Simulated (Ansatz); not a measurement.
Consider AlNi.

Input file:

```
crystal:
  lattice:
    - [2.8918664525, 0.1807416533, 0.1807416533]
    - [0.1807416533, 2.8918664525, 0.1807416533]
    - [0.1807416533, 0.1807416533, 2.8918664525]
  atoms:
    - { symbol: Al, position: [0.0, 0.0, 0.0] }
    - { symbol: Ni, position: [0.5, 0.5, 0.5] }
basis:
  ecutwfc: 420
kpoints:
  mp_grid: { grid: [18, 18, 18] }
hamiltonian:
  xc: pbe
scf:
  occupations: { method: gaussian, width: 0.15 }
output:
  forces: true
  stress: true
  eigenvalues: true
  write_density: true
  write_potential: true
  elf: true
  volumetric_format: npy
```

Command:

```sh
ansatz run input.yaml --threads 1 --pin off --max-ram 2560MiB --backend cpu --events-out ev --progress --plain --runs-dir out
```

Below, planes, directions and counts refer to the conventional cell (a = 3.83 Å, b = 3.83 Å, c = 5.63 Å, α = 90.00°, β = 90.00°, γ = 120.00°).

Space group R-3m; computed pressure about 7 GPa in this cell; computed without spin polarisation.

All numbers below come from DFT PBE, scalar-relativistic, plane waves, PAW in Ansatz.

**What can the converged valence pseudo-density and electron localisation function tell about the bonding?**

Al–Ni (2.40 Å): the density is about 0.34 e/Å³ at the midpoint; the ELF is about 0.40 at the midpoint.

**Does the calculation give a band gap?**

It is metallic or semimetallic at this level of theory: no gap opens.

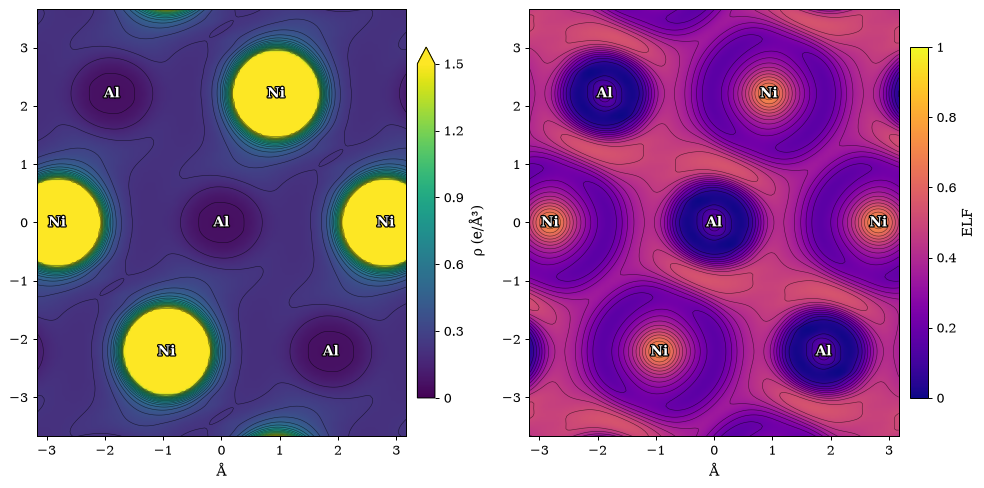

Computed valence pseudo-density and electron localisation function on the (110) plane of the conventional cell, in this order. 

The density is the valence pseudo-density of a PAW calculation; it isn't the true density close to the nuclei.
